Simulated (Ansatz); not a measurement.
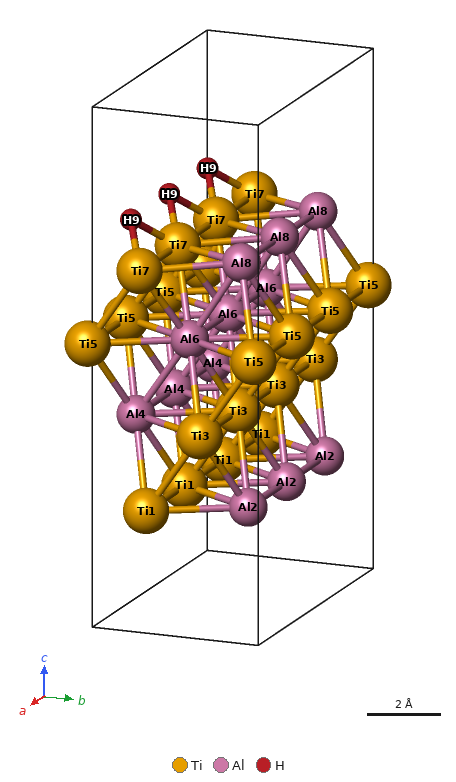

Fig. 1: The structure as given in the input (ball-and-stick view of the 3 × 1 repeat of the cell, with the vacuum cut short, seen slightly off an axis; atoms are numbered from 1 in the order of the input). An atom can appear more than once, as a periodic image.

**Run report: Ti4Al4H, geometry relaxation (part 1 of 2)**

System: Ti4Al4H (slab, 9 atoms in the cell).
Method: DFT PBEsol, scalar-relativistic, plane waves, PAW, no spin polarisation (Ansatz 0.2.0).

The structure derives from an entry of the Crystallography Open Database. The input holds or restrains some coordinates. Forces given for the steps count only the free coordinates. It belongs to a series of runs on one base structure; here: H put at a hollow Ti-Ti-Al site. Figures and captions count atoms from 1; the log counts them from 0 in places.

The program's output
```
Engine: ansatz 0.2.0, x86_64-unknown-linux-gnu
Pseudopotentials: kind: paw
Pseudopotential: Ti, paw, valence charge 12, recommended cutoff 420 eV (normal), Ti.paw.azcp
Pseudopotential: Al, paw, valence charge 3, recommended cutoff 420 eV (normal), Al.paw.azcp
Pseudopotential: H, paw, valence charge 1, recommended cutoff 420 eV (normal), H.paw.azcp
Functional definition: PBEsol
  exchange = pbesol_x
  correlation = pbesol_c
Crystal: 9 atoms, lattice volume = 355.511 Å³
Basis set: ecut = 420 eV, 6979 PW (Γ), exchange–correlation on 40×72×360 points (8 copies of the dense FFT grid, shifted against one another)
Bands: 40, of which v1, the nominal top of the filled ones, is band 31 counted from 1 (30 counted from 0)
Symmetry: 2 space group operations
Space group: Pm (ITA 6), of the structure as read, at distance tolerance 7.1e-5 Å
k-points: 24 of 60 (time reversal used)
Non-local potential: Ti, projectors of the file, l = 0: 3, l = 1: 2, l = 2: 3, l = 3: 1
Non-local potential: Al, projectors of the file, l = 0: 2, l = 1: 2, l = 2: 1
Non-local potential: H, projectors of the file, l = 0: 2, l = 1: 1
PAW form: soft (Blöchl's): semilocal exchange-correlation on the pseudo side does not see the compensation charge
PAW frozen core: Ti, regenerated for the run's functional, and the local potential with it (the file was generated under x = pbe(κ = 0.804, μ = 0.2195149727645171), c = pbe(β = 0.06672455060314922))
PAW frozen core: Al, regenerated for the run's functional, and the local potential with it (the file was generated under x = pbe(κ = 0.804, μ = 0.2195149727645171), c = pbe(β = 0.06672455060314922))
PAW one-centre angular grid: Ti, 590 points (default); XC on 64 Gauss nodes
PAW one-centre angular grid: Al, 110 points (default); XC on 64 Gauss nodes
PAW one-centre angular grid: H, 110 points (default); XC on 64 Gauss nodes
Initial density: superposition of atomic densities (neutral atoms: chi_scale 0, normalization atom), corrected by the library's trained network
Initial wavefunctions: pseudopotential atomic-orbital guess
Functional: x = pbesol(κ = 0.804, μ = 0.12345679012345678), c = pbesol(β = 0.046)
SCF iter   1: F=—  HF=-12010.490812 eV  |F-HF|=—  |Δ(HF+E_count)|=         —  Δρ=9.13e-3  dr2=2.23e0  ethr=1.77e-3  p=0.005 e·Å  D=2.54e-3 V/Å  ΔV_dip=-0.07 eV  dr2_dipole=3.55e-1  V_vac-E_F(+/−)=4.36/4.43 eV  ⟨swp⟩=8.5  Hψ=4652  notcnv=0
efield: sawtooth ramp at fractional position 0.9595 (placed from the atoms, in the widest stretch of the axis that holds none; the zero of the levels goes with the place), width 0.0400; the density the first Hamiltonian is built on has a dipole p = 0.005 e·Å; the dipole correction subtracts the counter field D = 2.54e-3 V/Å, which shifts the + side's vacuum level by -0.07 eV against the − side's; the planar-averaged density in the ramp window peaks in size at 5.2e-6 e/Å³
preconditioner: auto → LDOS  [metal: Δε(μ)=0.035 eV  Ē_g=4.057 eV  σ=0.100 eV  W_gap=0.20  n_scr=42 (ndim 8)  ℏωp=10.6 eV  f_vac=0.562  D(μ)=6.42/eV (n_scr^D=36)  β→1.0]
SCF iter   2: F=—  HF=-12010.449924 eV  |F-HF|=—  |Δ(HF+E_count)|=   4.09e-2  Δρ=5.73e-3  dr2=8.18e-1  ethr=1.77e-3  p=-0.010 e·Å  D=-4.89e-3 V/Å  ΔV_dip=0.13 eV  dr2_dipole=1.20e-1  V_vac-E_F(+/−)=4.40/4.28 eV  ⟨swp⟩=2.0  Hψ=1316  notcnv=0  defer=49
SCF iter   3: F=—  HF=-12010.433202 eV  |F-HF|=—  |Δ(HF+E_count)|=   1.67e-2  Δρ=9.91e-4  dr2=2.07e-2  ethr=1.34e-3  p=-0.008 e·Å  D=-4.08e-3 V/Å  ΔV_dip=0.11 eV  dr2_dipole=6.26e-3  V_vac-E_F(+/−)=4.41/4.31 eV  ⟨swp⟩=2.0  Hψ=1060  notcnv=0  defer=49
SCF iter   4: F=—  HF=-12010.433733 eV  |F-HF|=—  |Δ(HF+E_count)|=   5.31e-4  Δρ=3.64e-4  dr2=1.44e-3  ethr=3.39e-5  p=-0.011 e·Å  D=-5.37e-3 V/Å  ΔV_dip=0.14 eV  dr2_dipole=4.79e-6  V_vac-E_F(+/−)=4.43/4.29 eV  ⟨swp⟩=1.4  Hψ=995  notcnv=0  defer=49
SCF iter   5: F=—  HF=-12010.433686 eV  |F-HF|=—  |Δ(HF+E_count)|=   4.72e-5  Δρ=1.25e-4  dr2=1.19e-4  ethr=2.36e-6  p=-0.011 e·Å  D=-5.62e-3 V/Å  ΔV_dip=0.15 eV  dr2_dipole=2.70e-5  V_vac-E_F(+/−)=4.43/4.29 eV  ⟨swp⟩=2.0  Hψ=1223  notcnv=0  defer=49
SCF iter   6: F=—  HF=-12010.433711 eV  |F-HF|=—  |Δ(HF+E_count)|=   2.48e-5  Δρ=7.30e-5  dr2=4.03e-5  ethr=1.95e-7  p=-0.011 e·Å  D=-5.71e-3 V/Å  ΔV_dip=0.15 eV  dr2_dipole=6.67e-6  V_vac-E_F(+/−)=4.44/4.29 eV  ⟨swp⟩=2.3  Hψ=1239  notcnv=0  defer=49
SCF iter   7: F=-12010.433717 eV  HF=-12010.433716 eV  |F-HF|=1.04e-6  |Δ(HF+E_count)|=   5.61e-6  Δρ=2.39e-5  dr2=2.09e-6  ethr=3.69e-8  p=-0.011 e·Å  D=-5.77e-3 V/Å  ΔV_dip=0.15 eV  dr2_dipole=6.57e-9  V_vac-E_F(+/−)=4.44/4.29 eV  ⟨swp⟩=21.5  Hψ=10049  notcnv=0
SCF 1 converged in 7 iterations: F = -12010.433717 eV  dr2 = 2.09e-6
  greatest PAW one-centre occupation: 0.999 electrons in one spin orbital (limit 2), on the Ti atom at site 2 (counted from 0), in its partial waves of l = 0
relax step   1: F+E_penalty+E_count = -12010.43371740 eV  Δ(F+E_penalty+E_count) = +0.000e0 eV  max|allowed force component| = 2.129e-1 eV/Å  Δτ_max = 0.0000 Å  (7 SCF iters, dr2 threshold 2.25e-5 eV, accepted)
Initial density: handed on by an earlier stage of this run
Initial wavefunctions: those handed on with the density
iter 1 solved again at ethr=1.82e-5 eV; its pass at ethr=3.10e-3 eV (dr2=1.11e-2 eV) is discarded
SCF iter   1: F=—  HF=-12010.446321 eV  |F-HF|=—  |Δ(HF+E_count)|=         —  Δρ=1.41e-3  dr2=1.17e-2  ethr=1.82e-5  p=-0.011 e·Å  D=-5.77e-3 V/Å  ΔV_dip=0.15 eV  dr2_dipole=1.57e-4  V_vac-E_F(+/−)=4.44/4.29 eV  ⟨swp⟩=2.0  Hψ=2955  notcnv=0  defer=49
efield: sawtooth ramp at fractional position 0.9595 (handed on by an earlier solve), width 0.0400; the density the first Hamiltonian is built on has a dipole p = -0.011 e·Å; the dipole correction subtracts the counter field D = -5.77e-3 V/Å, which shifts the + side's vacuum level by +0.15 eV against the − side's; the planar-averaged density in the ramp window peaks in size at 7.8e-7 e/Å³
preconditioner: auto → LDOS  [metal: Δε(μ)=0.018 eV  Ē_g=4.022 eV  σ=0.100 eV  W_gap=0.10  n_scr=42 (ndim 8)  ℏωp=10.6 eV  f_vac=0.561  D(μ)=7.80/eV (n_scr^D=42)  β→1.0]
SCF iter   2: F=—  HF=-12010.444218 eV  |F-HF|=—  |Δ(HF+E_count)|=   2.10e-3  Δρ=6.45e-4  dr2=4.34e-3  ethr=1.82e-5  p=-0.015 e·Å  D=-7.50e-3 V/Å  ΔV_dip=0.19 eV  dr2_dipole=5.90e-5  V_vac-E_F(+/−)=4.48/4.28 eV  ⟨swp⟩=2.0  Hψ=1259  notcnv=0  defer=49
SCF iter   3: F=—  HF=-12010.443592 eV  |F-HF|=—  |Δ(HF+E_count)|=   6.27e-4  Δρ=2.08e-4  dr2=3.30e-4  ethr=7.11e-6  p=-0.015 e·Å  D=-7.85e-3 V/Å  ΔV_dip=0.20 eV  dr2_dipole=3.01e-6  V_vac-E_F(+/−)=4.49/4.28 eV  ⟨swp⟩=2.1  Hψ=1340  notcnv=0  defer=49
SCF iter   4: F=—  HF=-12010.443475 eV  |F-HF|=—  |Δ(HF+E_count)|=   1.17e-4  Δρ=6.88e-5  dr2=3.81e-5  ethr=5.41e-7  p=-0.016 e·Å  D=-8.08e-3 V/Å  ΔV_dip=0.21 eV  dr2_dipole=3.68e-6  V_vac-E_F(+/−)=4.49/4.28 eV  ⟨swp⟩=2.7  Hψ=1617  notcnv=0  defer=49
SCF iter   5: F=—  HF=-12010.443480 eV  |F-HF|=—  |Δ(HF+E_count)|=   4.57e-6  Δρ=2.58e-5  dr2=5.91e-6  ethr=6.25e-8  p=-0.016 e·Å  D=-8.20e-3 V/Å  ΔV_dip=0.21 eV  dr2_dipole=3.66e-7  V_vac-E_F(+/−)=4.50/4.28 eV  ⟨swp⟩=2.4  Hψ=1418  notcnv=0  defer=49
SCF iter   6: F=-12010.443482 eV  HF=-12010.443482 eV  |F-HF|=8.64e-8  |Δ(HF+E_count)|=   2.35e-6  Δρ=9.08e-6  dr2=3.96e-7  ethr=4.64e-9  p=-0.016 e·Å  D=-8.30e-3 V/Å  ΔV_dip=0.21 eV  dr2_dipole=8.84e-11  V_vac-E_F(+/−)=4.50/4.28 eV  ⟨swp⟩=20.7  Hψ=8904  notcnv=0
SCF 2 converged in 6 iterations: F = -12010.443482 eV  dr2 = 3.96e-7
  Residual-converged pass: ⟨swp⟩=1.0  Hψ=1056  notcnv=0  max |occ|·‖R‖ = 7.0e-9 eV (tolerance 1.0e-8 eV)  dr2=3.96e-7  dr2_onsite=2.89e-8  max |Δocc| = 3.5e-11
relax step   2: F+E_penalty+E_count = -12010.44348201 eV  Δ(F+E_penalty+E_count) = -9.765e-3 eV  max|allowed force component| = 7.532e-2 eV/Å  Δτ_max = 0.0383 Å  (6 SCF iters, dr2 threshold 2.83e-6 eV, accepted)
SCF iter   1: F=—  HF=-12010.445704 eV  |F-HF|=—  |Δ(HF+E_count)|=         —  Δρ=8.36e-4  dr2=5.05e-3  ethr=6.00e-5  p=-0.016 e·Å  D=-8.30e-3 V/Å  ΔV_dip=0.21 eV  dr2_dipole=1.66e-4  V_vac-E_F(+/−)=4.50/4.28 eV  ⟨swp⟩=2.0  Hψ=1761  notcnv=0  defer=17
efield: sawtooth ramp at fractional position 0.9595 (handed on by an earlier solve), width 0.0400; the density the first Hamiltonian is built on has a dipole p = -0.016 e·Å; the dipole correction subtracts the counter field D = -8.30e-3 V/Å, which shifts the + side's vacuum level by +0.21 eV against the − side's; the planar-averaged density in the ramp window peaks in size at 8.1e-7 e/Å³
preconditioner: auto → LDOS  [metal: Δε(μ)=0.019 eV  Ē_g=4.017 eV  σ=0.100 eV  W_gap=0.10  n_scr=42 (ndim 8)  ℏωp=10.6 eV  f_vac=0.560  D(μ)=7.90/eV (n_scr^D=42)  β→1.0]
SCF iter   2: F=—  HF=-12010.444958 eV  |F-HF|=—  |Δ(HF+E_count)|=   7.46e-4  Δρ=2.78e-4  dr2=8.76e-4  ethr=8.28e-6  p=-0.018 e·Å  D=-9.10e-3 V/Å  ΔV_dip=0.24 eV  dr2_dipole=1.80e-5  V_vac-E_F(+/−)=4.52/4.28 eV  ⟨swp⟩=2.0  Hψ=1470  notcnv=0  defer=18
SCF iter   3: F=—  HF=-12010.444953 eV  |F-HF|=—  |Δ(HF+E_count)|=   4.94e-6  Δρ=1.06e-4  dr2=1.42e-4  ethr=1.44e-6  p=-0.018 e·Å  D=-8.95e-3 V/Å  ΔV_dip=0.23 eV  dr2_dipole=4.17e-7  V_vac-E_F(+/−)=4.52/4.28 eV  ⟨swp⟩=2.5  Hψ=1543  notcnv=0  defer=18
SCF iter   4: F=—  HF=-12010.444934 eV  |F-HF|=—  |Δ(HF+E_count)|=   1.86e-5  Δρ=2.46e-5  dr2=7.84e-6  ethr=2.32e-7  p=-0.018 e·Å  D=-9.02e-3 V/Å  ΔV_dip=0.23 eV  dr2_dipole=5.09e-7  V_vac-E_F(+/−)=4.52/4.28 eV  ⟨swp⟩=2.8  Hψ=1643  notcnv=0  defer=18
SCF iter   5: F=—  HF=-12010.444864 eV  |F-HF|=—  |Δ(HF+E_count)|=   6.98e-5  Δρ=9.31e-6  dr2=6.85e-7  ethr=1.29e-8  p=-0.018 e·Å  D=-9.04e-3 V/Å  ΔV_dip=0.23 eV  dr2_dipole=2.13e-10  V_vac-E_F(+/−)=4.52/4.28 eV  ⟨swp⟩=1.9  Hψ=1123  notcnv=0  defer=18
SCF iter   6: F=-12010.444865 eV  HF=-12010.444865 eV  |F-HF|=7.98e-8  |Δ(HF+E_count)|=   6.20e-7  Δρ=2.87e-6  dr2=6.24e-8  ethr=1.64e-10  p=-0.018 e·Å  D=-9.06e-3 V/Å  ΔV_dip=0.23 eV  dr2_dipole=2.11e-9  V_vac-E_F(+/−)=4.52/4.28 eV  ⟨swp⟩=18.1  Hψ=8062  notcnv=0
SCF 3 converged in 6 iterations: F = -12010.444865 eV  dr2 = 6.24e-8
relax step   3: F+E_penalty+E_count = -12010.44486501 eV  Δ(F+E_penalty+E_count) = -1.383e-3 eV  max|allowed force component| = 2.098e-2 eV/Å  Δτ_max = 0.0319 Å  (6 SCF iters, accepted)
```

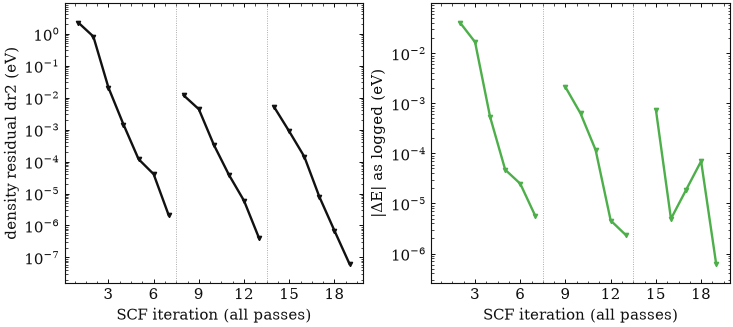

Fig. 2: Convergence of the self-consistent field: density residual dr2 and size of the energy change against the SCF iteration. The dotted lines part the SCF passes of the relaxation: geometry steps, rejected trials and re-solves on a re-selected basis. The passes take 7, 6 and 6 iterations.

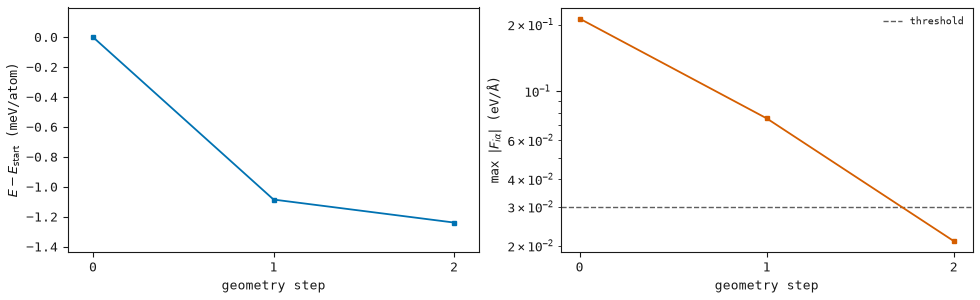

Fig. 3: Progress of the restrained relaxation, step by step (the first geometry is step 0 here and step 1 in the log).

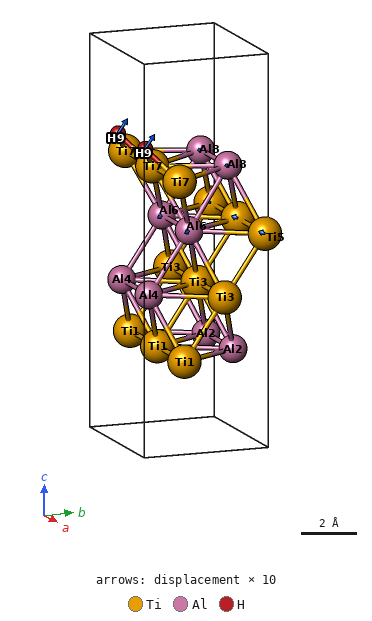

Fig. 4: The starting structure with the displacements as blue arrows, magnified 10 times (ball-and-stick view of the 2 × 1 repeat of the cell, with the vacuum cut short, seen slightly off an axis). H9 moves most: 0.068 Å. By element the largest moves are H 0.068 Å, Ti 0.030 Å, Al 0.023 Å. The cell doesn't change. Among the contacts that change: Al8–H9 1.864 → 1.939 Å, Al4–Al6 2.801 → 2.781 Å, Al4–Ti5 2.816 → 2.834 Å, Ti7–Al8 2.837 → 2.854 Å. Among the angles that change: Ti7–H9–Al8 97.4° → 95.1°. Over 2 geometry steps the energy falls by 1.2 meV per atom. The largest force component goes from 0.21 to 0.021 eV/Å. (Atoms are counted from 1 in the order of the input.)
